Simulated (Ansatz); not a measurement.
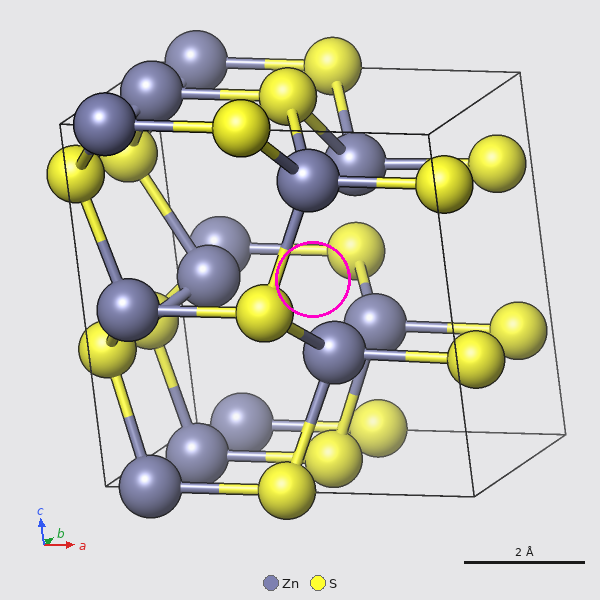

The figure gives a ball-and-stick picture of the atoms, viewed slightly off an axis. The wireframe shows the supercell. The host is ZnS, in a cell of 16 sites, and the cell carries a charge of +2. A ring marks the defect's site.

> Where does the cell differ from the host, and how?

A sulfur vacancy. Around the empty site lie four Zn at about 1.8 to 2.1 Å.

The atoms were relaxed in the host's cell with Ansatz, DFT PBE, scalar-relativistic, plane waves, PAW.
